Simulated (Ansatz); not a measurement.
# Fermi surface of CuAu (P4/mmm)

The calculation's input:

```yaml
crystal:
  lattice:
    - [2.81074946, 0.0, 0.0]
    - [0.0, 2.81074946, 0.0]
    - [0.0, 0.0, 3.685]
  atoms:
    - { symbol: Cu, position: [0.5, 0.5, 0.5] }
    - { symbol: Au, position: [0.0, 0.0, 0.0] }
basis:
  ecutwfc: 420
kpoints:
  mp_grid: { grid: [14, 14, 12] }
hamiltonian:
  xc: pbe
scf:
  occupations: { method: gaussian, width: 0.05 }
output:
  forces: true
  eigenvalues: true
  eigenstates:
    nscf_kmesh: { grid: [26, 26, 20] }
    top_band: c6
    de_dk: true
    localisation: true
  stress: true
checkpoint:
  write: ck
  compress: false
  write_wavefunctions: false
  write_every: 100000
```

Launched as:

```sh
ansatz run input.yaml --threads 1 --pin off --max-ram 3072MiB --backend cpu --events-out ev --progress --plain --runs-dir out
```

Method: Ansatz, DFT PBE, scalar-relativistic, plane waves, PAW; levels and slopes on a dense k mesh at the converged density. No spin polarisation. The levels come from a k mesh of 26×26×20 points. Cell and positions as given, without relaxation (residual pressure 5 GPa).

Part 1: The sheets

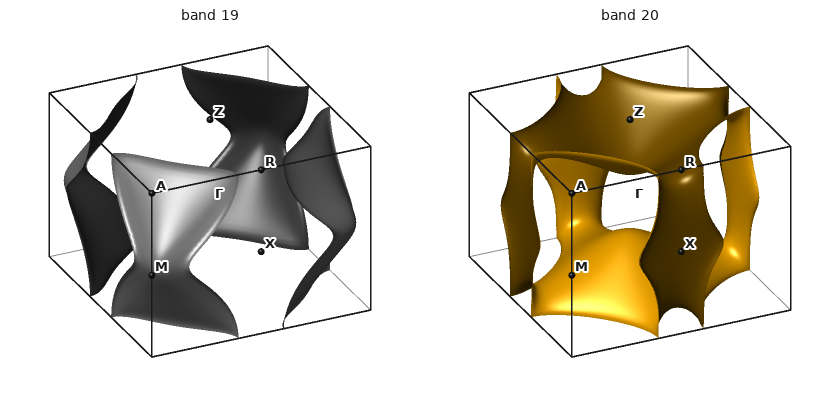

Computed Fermi surface of this crystal. Each panel holds one band. The brighter face of a sheet looks towards empty states.

Q: Describe the Fermi surface sheet by sheet.

A: Two bands cross the Fermi level; this is a three-dimensional metal.

Band 19: one open hole tube parallel to Γ–Z. Band 20: an open electron network that joins neighbouring zones in all directions (17 % of the zone).

Q: What does the calculation give for N(E_F) and the Drude plasma frequency?

A: The density of states at the Fermi level is 0.60 states/eV per primitive cell. The intraband plasma frequencies along the cartesian axes x, y and z of the cell as given are 7.2, 7.2 and 8.2 eV.

Part 2: Speeds

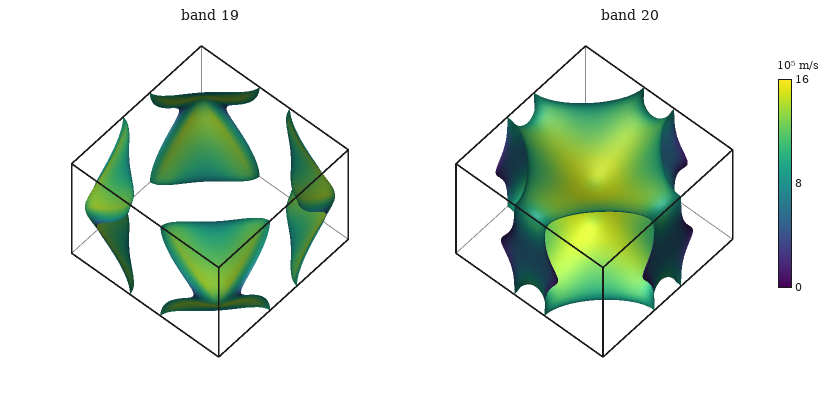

Fermi surface of this crystal, coloured by the Fermi speed.

Q: How fast are the electrons on each sheet?

A: Band 19: 7.6 to 14 × 10⁵ m/s over most of the sheet, 11 × 10⁵ m/s on average over states. Band 20: 4.2 to 15 × 10⁵ m/s over most of the sheet, 9.2 × 10⁵ m/s on average over states.

Q: Which of these bands adds most to the density of states at the Fermi level?

A: Band 20, with 0.37 of 0.60 states/eV per cell.

Part 3: Weight on the atoms

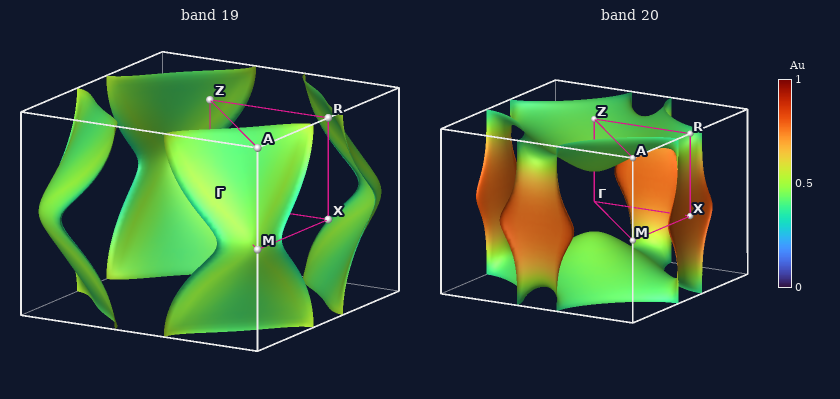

Fermi surface of this crystal, coloured by the weight of the states on Au (Voronoi cells).

Q: On which elements do the states at the Fermi level lie?

A: Band 19: Cu (55 %) and Au (45 %). Band 20: Au (57 %) and Cu (43 %).

Part 4: Cuts and bands

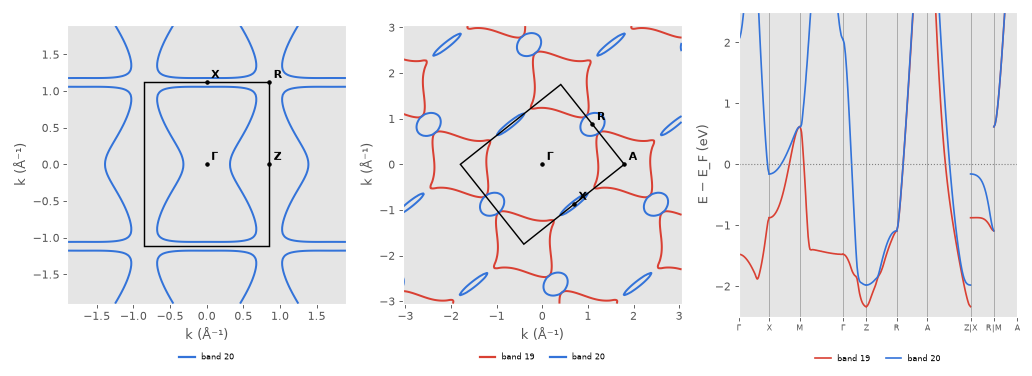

This crystal: cuts through the Fermi surface in the plane through Γ, Z and R and the plane through Γ, A and R, and the bands that cross the Fermi level.

Q: Give each band's level at the labelled points, in eV from the Fermi level.

A:
```json
{"band": "band 19", "Γ": "−1.48", "Z": "−2.33", "M": "+0.62", "A": "above", "R": "−1.09", "X": "−0.88"}
{"band": "band 20", "Γ": "+2.05", "Z": "−1.98", "M": "+0.62", "A": "above", "R": "−1.09", "X": "−0.16"}
```

Negative values are filled states; "above" and "below" lie outside the plotted window.

Spin-orbit coupling is left out; with Au it can split, shift or remove sheets. Necks and pockets thinner than about two mesh steps aren't resolved, so separate pockets may in truth be joined.

Cost: 52 s on 1 thread of Intel(R) Xeon(R) Platinum 8259CL CPU @ 2.50GHz (Skylake/Cascade Lake), on a shared host, peak memory 0.71 GiB.
